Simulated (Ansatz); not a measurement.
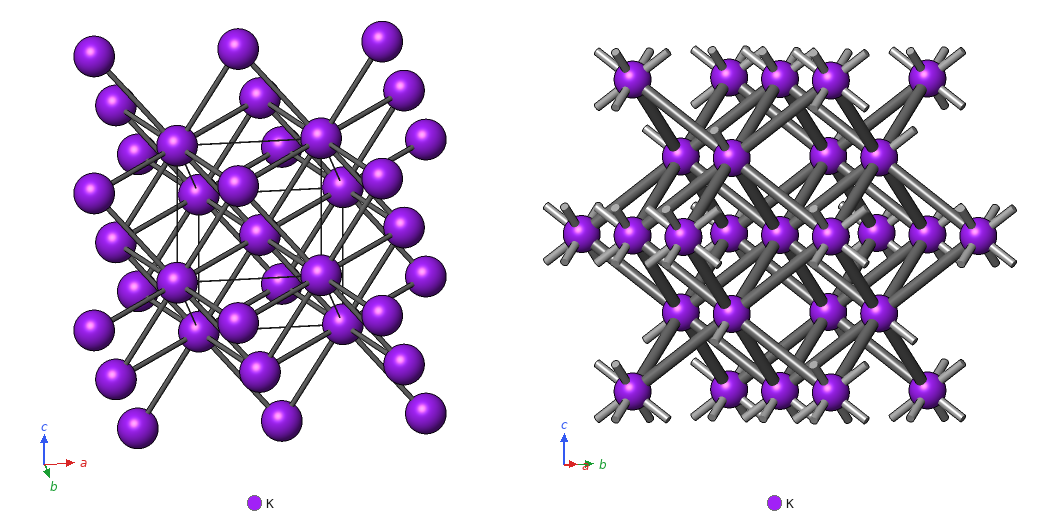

Left: the structure. Right: its underlying net. Nodes are coloured by element. Short stubs are edges that leave the cut-out.

K (space group Im-3m, No. 229). Coordinates: the input geometry of an electronic-structure calculation (not necessarily at equilibrium).

Bonds are taken as K–K below 5.1 Å. The graph is simplified in the usual way: terminal and isolated atoms are pruned, two-connected atoms become edges.

The result is a uninodal 8-connected, three-periodic net: K is an 8-connected node. It is the bcu net, known from CsCl and the body-centred cubic metals. It is a single net, without interpenetration.

```json
{"node": "K", "links": "8", "point symbol": "4²⁴·6⁴", "coordination sequence": "8 26 56 98 152 218"}
```
